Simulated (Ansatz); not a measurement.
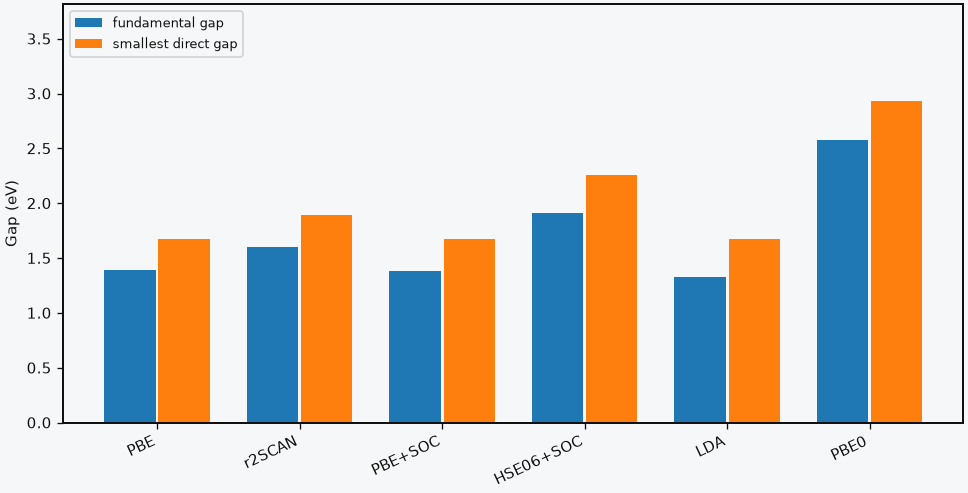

Gaps of SnO, space group P6_3mc (No. 186), 4 atoms in the cell, wurtzite type, at several levels of theory on one cell (Ansatz, plane waves and PAW; edges over the mesh and the special points).

How does the gap depend on the level, and does its kind change?

Answer. In rising order: LDA 1.33 eV, PBE+SOC 1.38 eV, PBE 1.39 eV, r2SCAN 1.60 eV, HSE06+SOC 1.91 eV and PBE0 2.57 eV. It is indirect at every level.
